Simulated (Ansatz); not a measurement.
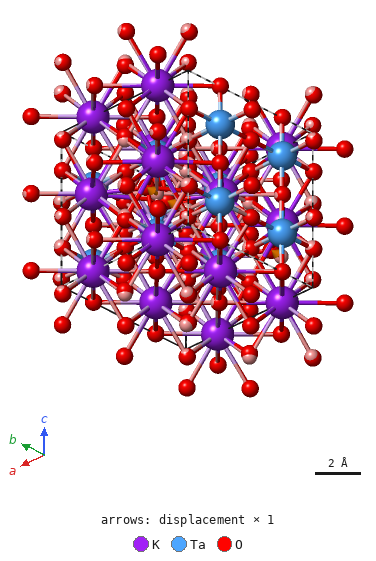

This is a relaxation of a defect cell of composition K8Ta8O25 (cell charge +1). The starting structure is drawn faded, the final one solid; orange arrows show the displacements, at their true length.

A ball-and-stick model of the cell of the calculation (origin shifted), seen from a free direction.

Method: Ansatz, DFT, PBEsol, PAW, plane waves. (plane-wave cutoff 420 eV; k-point mesh 1 × 1 × 1; mesh shifted by (0.25, 0.25, 0.25); collinear spin; atoms relaxed in a fixed cell; force threshold 0.03 eV/Å; at most 80 steps)

> What did the optimiser do to the structure, and how much energy did it gain?

The atom that moves furthest is an O atom (1.22 Å along +b). Largest moves by element: O 1.22 Å, K 0.20 Å, Ta 0.09 Å. The lattice vectors keep their values. Among the contacts that change: K–O 4.425 → 3.441 Å, K–O 2.817 → 3.538 Å, O–Ta 2.845 → 2.196 Å, K–O 2.790 → 3.433 Å. New bonds form: O–Ta (2.78 → 2.14 Å), O–Ta (2.84 → 2.20 Å). Bond angles that change, for instance: K–O–K 178.8° → 114.6°, Ta–O–Ta 177.9° → 141.8°, K–O–K 90.4° → 114.3°. After 19 geometry steps the energy has fallen by 4.382 eV per cell of the calculation. Largest force component: 6.2 eV/Å at the start, 0.03 eV/Å at the end.

Limits of the set-up: the periodic images lie only 8.0 Å apart, so the values are limited by the cell's size; the cell is charged, on a uniform background, and energies carry no finite-size correction.
